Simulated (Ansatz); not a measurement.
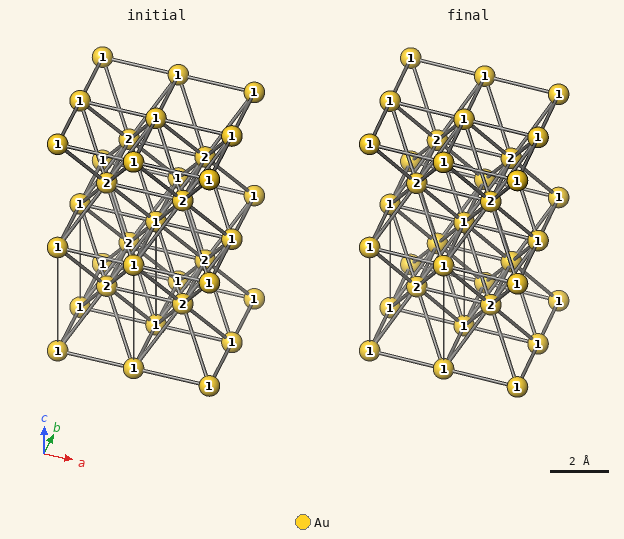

The structure of solid Au (set up in I4/mmm) before (left) and after (right) a relaxation, at one scale.

A ball-and-stick model of the reduced cell, repeated 2 × 2 × 2 with one cell outlined, seen from a free direction. Lengths and directions refer to the drawn axes.

Case: film's bulk on the substrate's plane, third vector and atoms relaxed.

Method: Ansatz 0.2.0, DFT PBEsol, scalar-relativistic, plane waves, PAW.

The input:
```yaml
crystal:
  lattice:
    - [4.3213880278, 0.0, 0.0]
    - [0.0, 4.3213880278, 0.0]
    - [-2.1606940139, 0.0, 1.9078951949]
  atoms:
    - { symbol: Au, position: [0.0, 0.0, 0.0] }
    - { symbol: Au, position: [0.5, 0.5, 0.0] }
basis:
  ecutwfc: 420
kpoints:
  mp_grid: { grid: [8, 8, 18] }
hamiltonian:
  xc: pbesol
scf:
  occupations: { method: gaussian, width: 0.1 }
output:
  forces: true
  stress: true
  eigenvalues: true
relax:
  adjacent_minimum: "off"
  f_tol: 0.01
  max_steps: 50
  cell: { fix: [a, b, gamma], stress_tol: 0.1 }
```

Command:
```bash
ansatz run input.yaml --threads 4 --pin off --max-ram 8192MiB --backend cpu --events-out ev --progress --plain --runs-dir out
```

Describe what moved and what it gained.

After 3 accepted moves (4 points after the start) the energy has fallen by 13.4 meV per atom. All forces vanish by symmetry, so only the cell relaxes. Pressure: −6.62 GPa at the start and −0.61 GPa at the end. The SCF was repeated once at an unchanged geometry on a basis and grid sized afresh for the cell, which shifted the energy by 0.2 meV per atom at most. The atoms keep their places relative to the cell (all moves are under 0.005 Å). Cell: a 2.882 → 2.831 Å (−1.8 %), b 2.882 → 2.837 Å (−1.6 %), c unchanged at 4.321 Å, γ 97.1° → 99.3°. Volume −3.9 %. Among the contacts that change: Au1–Au1 2.882 → 2.831 Å. The space group stays I4/mmm (No. 139). The run took 17 s on 4 threads of Arm Neoverse V2, with other jobs on the host, peak memory 0.52 GiB.
